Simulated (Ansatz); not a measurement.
## Run report: SiC, geometry relaxation (part 1 of 3)

The run: geometry relaxation of SiC (slab, 16 atoms in the cell). Method and program: DFT PBE, scalar-relativistic, plane waves, PAW, no spin polarisation (Ansatz 0.2.0).

The structure derives from a Materials Project entry. The input holds or restrains some coordinates. Forces given for the steps count only the free coordinates.

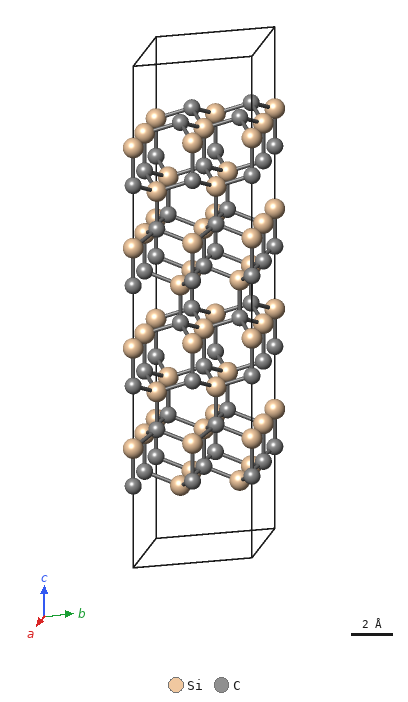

**Figure 1.** The structure as given in the input (ball-and-stick view of the 2 × 2 repeat of the cell, with the vacuum cut short, seen slightly off an axis). An atom can appear more than once, as a periodic image. Near neighbours in the periodic cell (some may lie outside the picture): Si has 3 C at 1.90 Å; C has 4 Si at 1.89 to 1.90 Å; Si has 4 C at 1.89 to 1.90 Å; C has 3 Si at 1.89 Å.

Input:
```yaml
crystal:
  lattice:
    - [3.0941201807, 0.0, 0.0]
    - [-1.5470600904, 2.6795866789, 0.0]
    - [0.0, 0.0, 35.3539904571]
  atoms:
    - { symbol: Si, position: [0.3333333333, 0.6666666667, 0.2404254764] }
    - { symbol: C, position: [0.0, 0.0, 0.2583621595] }
    - { symbol: Si, position: [0.0, 0.0, 0.3120693168] }
    - { symbol: C, position: [0.6666666667, 0.3333333333, 0.3298066642] }
    - { symbol: Si, position: [0.6666666667, 0.3333333333, 0.3836814296] }
    - { symbol: C, position: [0.0, 0.0, 0.4016181126] }
    - { symbol: Si, position: [0.0, 0.0, 0.4553252699] }
    - { symbol: C, position: [0.3333333333, 0.6666666667, 0.4730626173] }
    - { symbol: Si, position: [0.3333333333, 0.6666666667, 0.5269373827] }
    - { symbol: C, position: [0.0, 0.0, 0.5448740658] }
    - { symbol: Si, position: [0.0, 0.0, 0.598581223] }
    - { symbol: C, position: [0.6666666667, 0.3333333333, 0.6163185704] }
    - { symbol: Si, position: [0.6666666667, 0.3333333333, 0.6701933358] }
    - { symbol: C, position: [0.0, 0.0, 0.6881300189] }
    - { symbol: Si, position: [0.0, 0.0, 0.7418371761] }
    - { symbol: C, position: [0.3333333333, 0.6666666667, 0.7595745236] }
basis:
  ecutwfc: 420
kpoints:
  mp_grid: { grid: [9, 9, 1] }
hamiltonian:
  xc: pbe
scf:
  occupations: { method: gaussian, width: 0.05 }
output:
  forces: true
  eigenvalues: true
  write_density: true
  write_potential: true
  elf: true
  volumetric_format: npy
relax:
  adjacent_minimum: "off"
  f_tol: 0.03
  max_steps: 70
  constraints: [{ sites: [0, 1, 2, 3, 4, 5, 6, 7] }]
efield:
  axis: 3
  dipole_correction: true
```

Run on 2 threads of Intel Xeon (Sapphire Rapids), 32 GiB of memory available, shared host.

Launch command:
```bash
ansatz run input.yaml --threads 2 --pin off --max-ram 5120MiB --backend cpu --events-out ev --progress --plain --runs-dir out
```

The program's output:
```
Engine: ansatz 0.2.0, x86_64-unknown-linux-gnu
Pseudopotentials: kind: paw
Pseudopotential: Si, paw, valence charge 4, recommended cutoff 420 eV (normal), Si.paw.azcp
Pseudopotential: C, paw, valence charge 4, recommended cutoff 420 eV (normal), C.paw.azcp
Functional definition: PBE
  parameter kappa = 0.804
  parameter beta = 0.06672455060314922
  exchange = pbe_x(kappa = kappa, mu = beta*pi^2/3)
  correlation = pbe_c(beta = beta)
Crystal: 16 atoms, lattice volume = 293.119 Å³
Basis set: ecut = 420 eV, 5699 PW (Γ), exchange–correlation on 48×48×480 points (8 copies of the dense FFT grid, shifted against one another)
Bands: 48, of which v1, the nominal top of the filled ones, is band 32 counted from 1 (31 counted from 0)
Symmetry: 6 space group operations
Space group: P3m1 (ITA 156), of the structure as read, at distance tolerance 6.6e-5 Å
k-points: 12 of 81 (time reversal used)
Non-local potential: Si, projectors of the file, l = 0: 2, l = 1: 2, l = 2: 2
Non-local potential: C, projectors of the file, l = 0: 2, l = 1: 2, l = 2: 1
PAW form: soft (Blöchl's): semilocal exchange-correlation on the pseudo side does not see the compensation charge
PAW one-centre angular grid: Si, 110 points (default); XC on 64 Gauss nodes
PAW one-centre angular grid: C, 110 points (default); XC on 64 Gauss nodes
Initial density: superposition of atomic densities (neutral atoms: chi_scale 0, normalization atom), corrected by the library's trained network
Initial wavefunctions: pseudopotential atomic-orbital guess
Functional: x = pbe(κ = 0.804, μ = 0.2195149727645171), c = pbe(β = 0.06672455060314922)
SCF iter   1: F=—  HF=-7093.360080 eV  |F-HF|=—  |Δ(HF+E_count)|=         —  Δρ=2.61e-2  dr2=8.46e1  ethr=1.77e-3  p=-0.147 e·Å  D=-9.08e-2 V/Å  ΔV_dip=3.21 eV  dr2_dipole=1.07e2  V_vac-E_F(+/−)=7.51/4.31 eV  ⟨swp⟩=9.2  Hψ=3627  notcnv=0  defer=59
efield: sawtooth ramp at fractional position 0.9500 (placed from the atoms, in the widest stretch of the axis that holds none; the zero of the levels goes with the place), width 0.1000; the density the first Hamiltonian is built on has a dipole p = -0.147 e·Å; the dipole correction subtracts the counter field D = -9.08e-2 V/Å, which shifts the + side's vacuum level by +3.21 eV against the − side's; the planar-averaged density in the ramp window peaks in size at 1.3e-4 e/Å³
preconditioner: auto → LDOS  [metal: Δε(μ)=0.015 eV  Ē_g=11.285 eV  σ=0.050 eV  W_gap=0.16  n_scr=22 (ndim 8)  ℏωp=17.4 eV  f_vac=0.380  D(μ)=4.70/eV (n_scr^D=18)  β→1.0]
SCF iter   2: F=—  HF=-9197.953846 eV  |F-HF|=—  |Δ(HF+E_count)|=    2.10e3  Δρ=3.48e-1  dr2=4.98e4  ethr=1.77e-3  p=6.449 e·Å  D=3.98e0 V/Å  ΔV_dip=-140.74 eV  dr2_dipole=4.59e4  V_vac-E_F(+/−)=-5.85/134.89 eV  ⟨swp⟩=44.9  Hψ=19036  notcnv=11  defer=178  recentre
SCF iter   3: F=—  HF=-7095.758636 eV  |F-HF|=—  |Δ(HF+E_count)|=    2.10e3  Δρ=2.68e-2  dr2=8.58e1  ethr=1.77e-3  p=0.042 e·Å  D=2.57e-2 V/Å  ΔV_dip=-0.91 eV  dr2_dipole=1.04e2  V_vac-E_F(+/−)=6.96/7.86 eV  ⟨swp⟩=18.6  Hψ=7396  notcnv=0  defer=126
SCF iter   4: F=—  HF=-7094.044252 eV  |F-HF|=—  |Δ(HF+E_count)|=    1.71e0  Δρ=2.48e-2  dr2=7.99e1  ethr=1.77e-3  p=-0.045 e·Å  D=-2.78e-2 V/Å  ΔV_dip=0.98 eV  dr2_dipole=9.74e1  V_vac-E_F(+/−)=6.87/5.88 eV  ⟨swp⟩=8.5  Hψ=1190  notcnv=0  defer=127
SCF iter   5: F=—  HF=-7093.360510 eV  |F-HF|=—  |Δ(HF+E_count)|=   6.84e-1  Δρ=2.56e-2  dr2=8.40e1  ethr=1.77e-3  p=-0.134 e·Å  D=-8.29e-2 V/Å  ΔV_dip=2.93 eV  dr2_dipole=1.06e2  V_vac-E_F(+/−)=7.15/4.22 eV  ⟨swp⟩=10.0  Hψ=1865  notcnv=0  defer=132
SCF iter   6: F=—  HF=-7092.955123 eV  |F-HF|=—  |Δ(HF+E_count)|=   4.05e-1  Δρ=4.97e-3  dr2=2.48e0  ethr=1.77e-3  p=-0.092 e·Å  D=-5.71e-2 V/Å  ΔV_dip=2.02 eV  dr2_dipole=2.81e0  V_vac-E_F(+/−)=6.90/4.88 eV  ⟨swp⟩=6.4  Hψ=1048  notcnv=0  defer=120
SCF iter   7: F=—  HF=-7092.975427 eV  |F-HF|=—  |Δ(HF+E_count)|=   2.03e-2  Δρ=1.17e-2  dr2=1.29e1  ethr=1.77e-3  p=-0.098 e·Å  D=-6.04e-2 V/Å  ΔV_dip=2.13 eV  dr2_dipole=1.61e1  V_vac-E_F(+/−)=6.81/4.68 eV  ⟨swp⟩=2.2  Hψ=645  notcnv=0  defer=116  recentre
SCF iter   8: F=—  HF=-7092.948086 eV  |F-HF|=—  |Δ(HF+E_count)|=   2.73e-2  Δρ=5.92e-3  dr2=1.50e0  ethr=1.77e-3  p=-0.091 e·Å  D=-5.64e-2 V/Å  ΔV_dip=1.99 eV  dr2_dipole=1.76e0  V_vac-E_F(+/−)=6.74/4.75 eV  ⟨swp⟩=1.8  Hψ=547  notcnv=0  defer=116
SCF iter   9: F=—  HF=-7092.964424 eV  |F-HF|=—  |Δ(HF+E_count)|=   1.63e-2  Δρ=1.18e-2  dr2=1.98e1  ethr=1.77e-3  p=-0.087 e·Å  D=-5.35e-2 V/Å  ΔV_dip=1.89 eV  dr2_dipole=2.40e1  V_vac-E_F(+/−)=6.62/4.73 eV  ⟨swp⟩=2.2  Hψ=514  notcnv=0  defer=114  recentre
SCF iter  10: F=—  HF=-7092.949097 eV  |F-HF|=—  |Δ(HF+E_count)|=   1.53e-2  Δρ=7.54e-3  dr2=8.29e0  ethr=1.77e-3  p=-0.082 e·Å  D=-5.09e-2 V/Å  ΔV_dip=1.80 eV  dr2_dipole=1.01e1  V_vac-E_F(+/−)=6.54/4.74 eV  ⟨swp⟩=1.5  Hψ=582  notcnv=0  defer=114
SCF iter  11: F=—  HF=-7092.937307 eV  |F-HF|=—  |Δ(HF+E_count)|=   1.18e-2  Δρ=4.19e-3  dr2=7.12e-1  ethr=1.77e-3  p=-0.088 e·Å  D=-5.46e-2 V/Å  ΔV_dip=1.93 eV  dr2_dipole=8.11e-1  V_vac-E_F(+/−)=6.51/4.58 eV  ⟨swp⟩=1.1  Hψ=513  notcnv=0  defer=113
SCF iter  12: F=—  HF=-7092.934792 eV  |F-HF|=—  |Δ(HF+E_count)|=   2.52e-3  Δρ=4.64e-3  dr2=1.69e0  ethr=1.11e-3  p=-0.093 e·Å  D=-5.72e-2 V/Å  ΔV_dip=2.02 eV  dr2_dipole=2.05e0  V_vac-E_F(+/−)=6.42/4.40 eV  ⟨swp⟩=2.0  Hψ=512  notcnv=0  defer=114  recentre
SCF iter  13: F=—  HF=-7092.937570 eV  |F-HF|=—  |Δ(HF+E_count)|=   2.78e-3  Δρ=4.67e-3  dr2=1.47e0  ethr=1.11e-3  p=-0.092 e·Å  D=-5.68e-2 V/Å  ΔV_dip=2.01 eV  dr2_dipole=1.76e0  V_vac-E_F(+/−)=6.47/4.46 eV  ⟨swp⟩=1.3  Hψ=468  notcnv=0  defer=113
SCF iter  14: F=—  HF=-7092.931739 eV  |F-HF|=—  |Δ(HF+E_count)|=   5.83e-3  Δρ=2.75e-3  dr2=2.76e-1  ethr=1.11e-3  p=-0.091 e·Å  D=-5.60e-2 V/Å  ΔV_dip=1.98 eV  dr2_dipole=3.01e-1  V_vac-E_F(+/−)=6.41/4.43 eV  ⟨swp⟩=1.3  Hψ=467  notcnv=0  defer=113
SCF iter  15: F=—  HF=-7092.927953 eV  |F-HF|=—  |Δ(HF+E_count)|=   3.79e-3  Δρ=1.32e-3  dr2=7.03e-2  ethr=4.32e-4  p=-0.098 e·Å  D=-6.05e-2 V/Å  ΔV_dip=2.14 eV  dr2_dipole=7.96e-2  V_vac-E_F(+/−)=6.40/4.26 eV  ⟨swp⟩=3.2  Hψ=683  notcnv=0  defer=116
SCF iter  16: F=—  HF=-7092.928375 eV  |F-HF|=—  |Δ(HF+E_count)|=   4.22e-4  Δρ=1.81e-3  dr2=4.10e-1  ethr=1.10e-4  p=-0.104 e·Å  D=-6.42e-2 V/Å  ΔV_dip=2.27 eV  dr2_dipole=4.95e-1  V_vac-E_F(+/−)=6.41/4.14 eV  ⟨swp⟩=2.9  Hψ=580  notcnv=0  defer=114  recentre
SCF iter  17: F=—  HF=-7092.927818 eV  |F-HF|=—  |Δ(HF+E_count)|=   5.57e-4  Δρ=6.71e-4  dr2=3.02e-2  ethr=1.10e-4  p=-0.104 e·Å  D=-6.42e-2 V/Å  ΔV_dip=2.27 eV  dr2_dipole=3.79e-2  V_vac-E_F(+/−)=6.44/4.17 eV  ⟨swp⟩=1.4  Hψ=501  notcnv=0  defer=113
SCF iter  18: F=—  HF=-7092.927792 eV  |F-HF|=—  |Δ(HF+E_count)|=   2.61e-5  Δρ=2.04e-4  dr2=2.07e-3  ethr=4.72e-5  p=-0.103 e·Å  D=-6.35e-2 V/Å  ΔV_dip=2.24 eV  dr2_dipole=1.81e-3  V_vac-E_F(+/−)=6.46/4.22 eV  ⟨swp⟩=1.9  Hψ=496  notcnv=0  defer=112
SCF iter  19: F=—  HF=-7092.927836 eV  |F-HF|=—  |Δ(HF+E_count)|=   4.45e-5  Δρ=1.22e-4  dr2=1.54e-3  ethr=3.23e-6  p=-0.103 e·Å  D=-6.38e-2 V/Å  ΔV_dip=2.26 eV  dr2_dipole=1.53e-3  V_vac-E_F(+/−)=6.47/4.21 eV  ⟨swp⟩=1.3  Hψ=577  notcnv=0  defer=112
SCF iter  20: F=—  HF=-7092.927829 eV  |F-HF|=—  |Δ(HF+E_count)|=   7.25e-6  Δρ=7.91e-5  dr2=4.23e-4  ethr=2.40e-6  p=-0.103 e·Å  D=-6.38e-2 V/Å  ΔV_dip=2.26 eV  dr2_dipole=3.70e-4  V_vac-E_F(+/−)=6.46/4.21 eV  ⟨swp⟩=1.1  Hψ=465  notcnv=0  defer=112
SCF iter  21: F=—  HF=-7092.927829 eV  |F-HF|=—  |Δ(HF+E_count)|=   1.61e-7  Δρ=6.14e-5  dr2=9.31e-5  ethr=6.61e-7  p=-0.103 e·Å  D=-6.37e-2 V/Å  ΔV_dip=2.25 eV  dr2_dipole=3.91e-5  V_vac-E_F(+/−)=6.46/4.21 eV  ⟨swp⟩=1.3  Hψ=513  notcnv=0  defer=112
SCF iter  22: F=—  HF=-7092.927830 eV  |F-HF|=—  |Δ(HF+E_count)|=   3.48e-7  Δρ=6.30e-5  dr2=2.70e-4  ethr=1.45e-7  p=-0.103 e·Å  D=-6.35e-2 V/Å  ΔV_dip=2.24 eV  dr2_dipole=2.72e-4  V_vac-E_F(+/−)=6.46/4.21 eV  ⟨swp⟩=1.8  Hψ=523  notcnv=0  defer=112  recentre
SCF iter  23: F=-7092.927813 eV  HF=-7092.927829 eV  |F-HF|=1.58e-5  |Δ(HF+E_count)|=   1.19e-6  Δρ=2.50e-5  dr2=1.55e-5  ethr=3.52e-8  p=-0.103 e·Å  D=-6.35e-2 V/Å  ΔV_dip=2.24 eV  dr2_dipole=2.35e-6  V_vac-E_F(+/−)=6.45/4.21 eV  ⟨swp⟩=43.2  Hψ=10520  notcnv=0
SCF 1 converged in 23 iterations: F = -7092.927813 eV  dr2 = 1.55e-5
  greatest PAW one-centre occupation: 0.661 electrons in one spin orbital (limit 2), on the C atom at site 15 (counted from 0), in its partial waves of l = 0
relax step   1: F+E_penalty+E_count = -7092.92781273 eV  Δ(F+E_penalty+E_count) = +0.000e0 eV  max|allowed force component| = 2.738e0 eV/Å  Δτ_max = 0.0000 Å  (23 SCF iters, dr2 threshold 2.25e-5 eV, accepted)
Initial density: handed on by an earlier stage of this run
Initial wavefunctions: those handed on with the density
```
